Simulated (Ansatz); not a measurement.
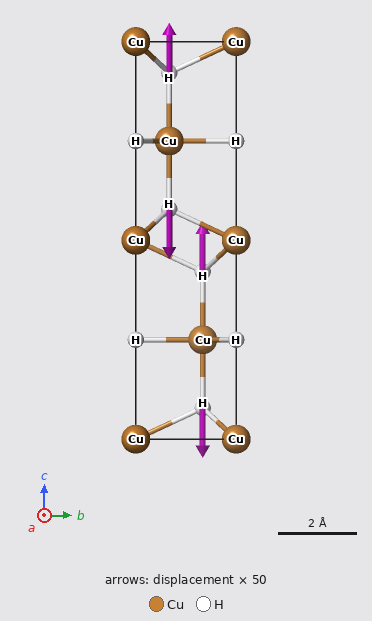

A relaxation of crystalline Cu2H3 (a generated structure, set up in P6_3/mmc) (coarse preliminary run). The starting structure is drawn; purple arrows show the displacements (the part carried along by the change of the cell is left out), 50 times their true length.

The picture is a ball-and-stick view of the cell of the calculation, seen along the a axis.

These are results of DFT PBE, scalar-relativistic, plane waves, PAW (Ansatz 0.2.0), not measurements.

The input:
```yaml
crystal:
  lattice:
    - [2.98522289, 0.0, 0.0]
    - [-1.49261145, 2.58527886, 0.0]
    - [0.0, 0.0, 10.23919007]
  atoms:
    - { symbol: Cu, position: [0.0, 0.0, 0.0] }
    - { symbol: Cu, position: [0.0, 0.0, 0.5] }
    - { symbol: Cu, position: [0.33333333, 0.66666667, 0.25] }
    - { symbol: Cu, position: [0.66666667, 0.33333333, 0.75] }
    - { symbol: H, position: [0.33333333, 0.66666667, 0.07848597] }
    - { symbol: H, position: [0.66666667, 0.33333333, 0.57848597] }
    - { symbol: H, position: [0.66666667, 0.33333333, 0.92151403] }
    - { symbol: H, position: [0.33333333, 0.66666667, 0.42151403] }
    - { symbol: H, position: [0.0, 0.0, 0.25] }
    - { symbol: H, position: [0.0, 0.0, 0.75] }
basis:
  ecutwfc: 420
kpoints:
  mp_grid: { grid: [6, 6, 2] }
hamiltonian:
  xc: pbe
scf:
  occupations: { method: gaussian, width: 0.1 }
  lower_state_search: "off"
output:
  forces: true
  stress: true
  eigenvalues: true
relax:
  adjacent_minimum: "off"
  f_tol: 0.04
  max_steps: 70
  cell: { stress_tol: 0.4 }
```

Launched with:
```bash
ansatz run input.yaml --threads 1 --pin off --max-ram 2560MiB --backend cpu --events-out ev --progress --plain --runs-dir out
```

Question: Which element moves most?

Answer: Hydrogen: up to 0.026 Å, against 0.000 Å for copper.

Question: Describe the change and its energy.

Answer: The largest moves relative to the cell, 0.026 Å, are those of H5, H6, H7 and H8. H8 goes along +c. Cu stays in place. The volume changes by −6.3 %, with a = b 2.985 → 2.963 Å (−0.7 %), c 10.239 → 9.733 Å (−4.9 %). Among the contacts that change: Cu3–H5 1.756 → 1.695 Å, Cu1–H5 1.902 → 1.863 Å, Cu3–H9 1.724 → 1.711 Å. The space group stays P6_3/mmc (No. 194). The energy falls by 9.7 meV per atom in 6 accepted moves (8 points after the start). The largest force component goes from 0.039 to 0.00072 eV/Å. Pressure: −5.68 GPa at the start and −0.01 GPa at the end. The line search rejected the trial step at point 4 of the run. The SCF was repeated once at an unchanged geometry on a basis and grid sized afresh for the cell, which shifted the energy by 0.7 meV per atom at most. The run took 27 s on 1 thread of Arm Neoverse V2, with other jobs on the host, peak memory 0.35 GiB.
